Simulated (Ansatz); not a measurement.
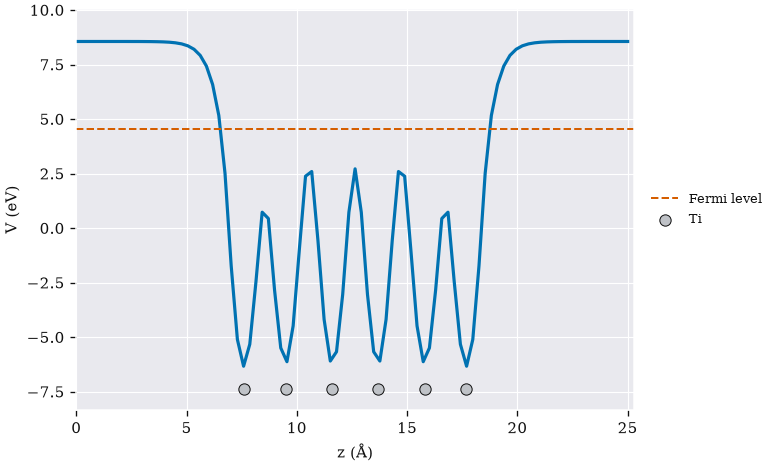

Plane-averaged electrostatic potential energy of an electron across the slab; circles at the bottom mark the heights of the atoms (positions after relaxation).

This input was run:

```
crystal:
  lattice:
    - [2.9076478655, 0.0, 0.0]
    - [0.0, 2.9076478655, 0.0]
    - [0.0, 0.0, 25.2800876149]
  atoms:
    - { symbol: Ti, position: [0.5, 0.5, 0.296676187] }
    - { symbol: Ti, position: [0.0, 0.0, 0.3780057122] }
    - { symbol: Ti, position: [0.5, 0.5, 0.4593352374] }
    - { symbol: Ti, position: [0.0, 0.0, 0.5406647626] }
    - { symbol: Ti, position: [0.5, 0.5, 0.6219942878] }
    - { symbol: Ti, position: [0.0, 0.0, 0.703323813] }
basis:
  ecutwfc: 420
kpoints:
  mp_grid: { grid: [12, 12, 1] }
hamiltonian:
  xc: pbe
scf:
  occupations: { method: gaussian, width: 0.1 }
output:
  forces: true
  eigenvalues: true
  write_density: true
  write_potential: true
  elf: true
  volumetric_format: npy
relax:
  adjacent_minimum: "off"
  f_tol: 0.02
  max_steps: 60
efield:
  axis: 3
  dipole_correction: true
  ramp_width: 0.04
```

Launched with:
```bash
ansatz run input.yaml --threads 1 --pin off --max-ram 2560MiB --backend cpu --events-out ev --progress --plain --runs-dir out
```

### Read off the work function of each face.

The work function is 4.01 eV, the same on both faces. The two vacuum levels agree, so the slab has no net dipole along its normal.

### How thick are slab and vacuum?

The outermost atoms are 10.1 Å apart, which leaves 15.2 Å of vacuum in a cell 25.3 Å high.
